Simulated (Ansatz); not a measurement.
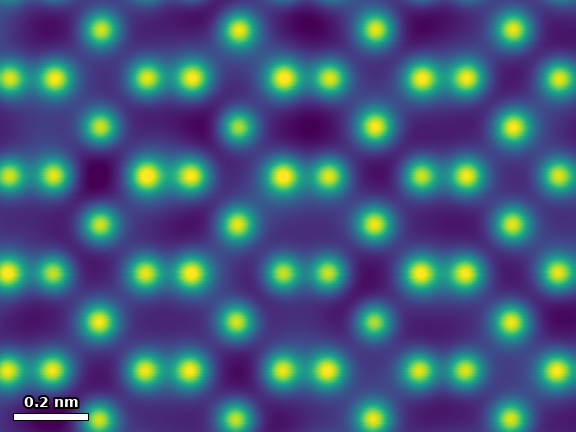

Integrated-DPC-like image of Rh (P6/mmm, No. 191) along [100]. Simulated as the projected potential of neutral atoms (B = 0.5 Å²) blurred by a 0.60 Å probe, the thin-sample limit of integrated differential phase contrast. A slight drift and the speckle of an amorphous layer were added. Structure used: a calculation's starting geometry; the starting structure was generated, so it need not be a known form of this composition.

### Interpret the image.

The columns repeat on a rectangular net of 2.64 × 3.73 Å (plane group p2mm). All columns are alike (Rh). The shortest distance between visible columns is 1.24 Å in projection. Along the beam the structure repeats every 4.30 Å.
